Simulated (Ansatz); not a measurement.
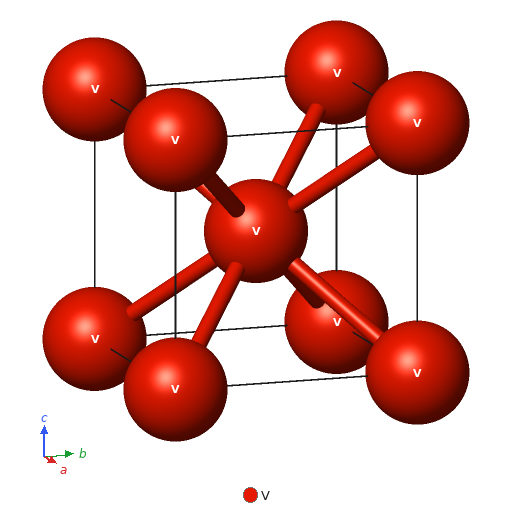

System: V, space group Im-3m (No. 229). The picture shows the conventional cell.

Structure:
```
V
1.0
    -1.51435    1.51435    1.51435
     1.51435   -1.51435    1.51435
     1.51435    1.51435   -1.51435
V
1
Direct
  0.00000 0.00000 0.00000
```

Method: plane-wave DFT, collinear spins; energies at scaled volumes of the given cell, shape and fractions fixed, counted from the fit's minimum, third-order Birch-Murnaghan fit (Ansatz 0.2.0). Level: r2SCAN with D3(BJ), collinear spin.

k mesh 12×12×12; occupations Fermi–Dirac; smearing width 0.05 eV; potentials Ansatz PAW; wave cutoff 500 eV; density cutoff 2000 eV.

What does the calculation give for the energy and pressure against volume? The volume takes the values 13.06, 13.34, 13.61, 13.89, 14.17, 14.45, 14.72 Å³/atom.

A third-order Birch–Murnaghan fit gives V0 = 13.08 Å³/atom, B0 = 191 GPa and B′ = 3.8. The energy rises from 0 meV/atom at volume 13.06 Å³/atom to 103 meV/atom at 14.72 Å³/atom. The pressure falls from 0.09 GPa at volume 13.06 Å³/atom to −18.15 GPa at 14.72 Å³/atom.

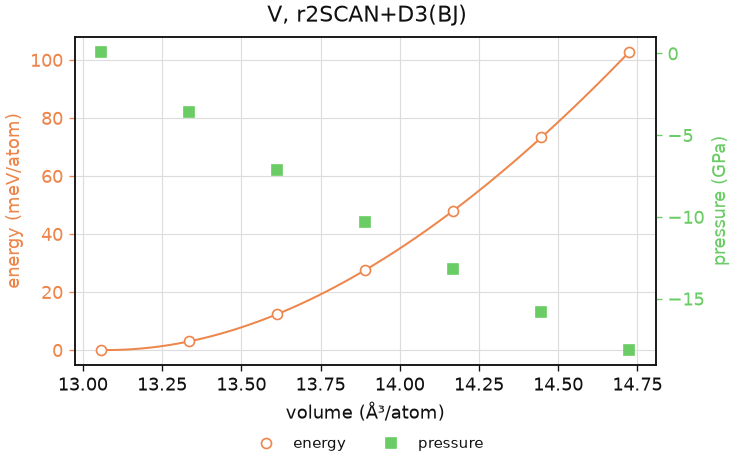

Keep in mind: the fit and the printed pressures don't fully agree, or the minimum lies near the end of the range; state may lie high.
